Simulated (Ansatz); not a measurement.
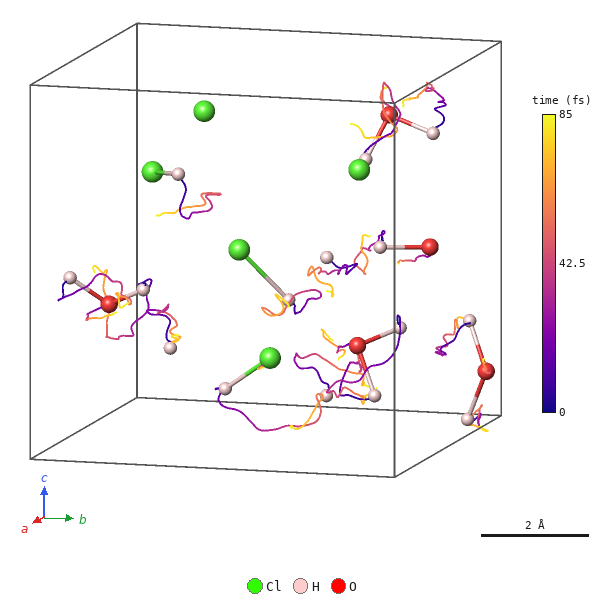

A Born-Oppenheimer molecular dynamics run of a periodic cell with 5 HCl + 5 H2O at 1.241 g/cm³, 85 fs long. It starts from the last geometry of an earlier run, with fresh velocities. Lines trace each atom's path, coloured by time; spheres stand at the starting positions. Seen slightly off an axis in the simulation cell.

All numbers below come from Ansatz, DFT PBE-D3(BJ), scalar-relativistic, plane waves, PAW. Settings: plane-wave cutoff 420 eV; k-point mesh 1 × 1 × 1; Fermi-Dirac smearing 0.02 eV; Langevin thermostat and barostat (NPT); set temperature 1000 K; time step 0.5 fs; friction 0.05 per fs; target pressure 5 GPa.

Input
```yaml
crystal:
  lattice:
    - [7.143305, 0.0, 0.0]
    - [0.0, 7.143305, 0.0]
    - [0.0, 0.0, 7.143305]
  atoms:
    - { symbol: Cl, position: [-0.03580185, 0.46732904, 0.94694716] }
    - { symbol: H, position: [0.08854892, 0.54595286, 1.04623868] }
    - { symbol: Cl, position: [-0.03085898, -0.10580069, 0.81161124] }
    - { symbol: H, position: [-0.00845373, -0.18828651, 0.5770746] }
    - { symbol: Cl, position: [0.37172152, 0.4742539, 0.18984129] }
    - { symbol: H, position: [0.32854604, 0.33853382, 0.09424063] }
    - { symbol: Cl, position: [0.77296248, 0.50719794, 0.54682822] }
    - { symbol: H, position: [0.69238242, 0.61924439, 0.40500207] }
    - { symbol: Cl, position: [0.48620409, 0.18510001, 0.69227794] }
    - { symbol: H, position: [0.61722529, 0.2945583, 0.71309617] }
    - { symbol: O, position: [0.92280745, 0.19388388, 0.41097988] }
    - { symbol: H, position: [0.96749633, 0.30089909, 0.46249679] }
    - { symbol: H, position: [0.98246882, 0.10434182, 0.48739193] }
    - { symbol: O, position: [0.66780646, 0.80097611, 0.28761552] }
    - { symbol: H, position: [0.56507415, 0.88791236, 0.32236015] }
    - { symbol: H, position: [0.68452786, 0.85289416, 0.15907889] }
    - { symbol: O, position: [0.07163616, 0.8252671, 0.45390682] }
    - { symbol: H, position: [0.0951126, 0.94108329, 0.26637452] }
    - { symbol: H, position: [0.14398313, 0.7099439, 0.45988154] }
    - { symbol: O, position: [0.42953431, 0.81841083, 0.86571612] }
    - { symbol: H, position: [0.44324182, 0.94275107, 0.82465774] }
    - { symbol: H, position: [0.50487638, 0.77593385, 0.75723506] }
    - { symbol: O, position: [0.12265685, -0.00559237, 0.13852059] }
    - { symbol: H, position: [0.02605033, 0.09918227, 0.14137755] }
    - { symbol: H, position: [0.08496988, -0.06765322, 0.00079524] }
basis:
  ecutwfc: 420.0
kpoints:
  mp_grid: { grid: [1, 1, 1] }
hamiltonian:
  xc: pbe
  dispersion: d3bj
scf:
  occupations: { method: fermi_dirac, width: 0.02 }
  lower_state_search: "off"
md:
  timestep: 0.5
  n_steps: 170
  ensemble: npt_langevin
  temperature: 1000.0
  initial_velocities: maxwell_boltzmann
  seed: 846660
  friction: 0.05
  pressure: 5.0
  fix_cell: [shape]
```

Run as
```bash
ansatz run input.yaml --threads 1 --pin off --max-ram 3072MiB --backend cpu --events-out ev --progress --plain --runs-dir out
```

How do the atoms move?

Answer. Root-mean-square distances from the starting positions over the second half, with the common drift of all atoms taken out: H 1.17 Å, O 0.44 Å, Cl 0.15 Å. The heavy atoms stay within a fraction of a molecule's size of their starting places, while the hydrogen atoms travel further, as molecules turn; so short a run doesn't tell a liquid from a solid. Bond changes: one H–O bond forms at about 34 fs; 3 H–O bonds break between 54 fs and 70 fs.

Limits of the set-up: the periodic images lie only 7.1 Å apart, so the values are limited by the cell's size.

Cost: 8.8 min on 1 thread of Intel(R) Xeon(R) Platinum 8259CL CPU @ 2.50GHz (Skylake/Cascade Lake) (shared host), peak memory 0.49 GiB.
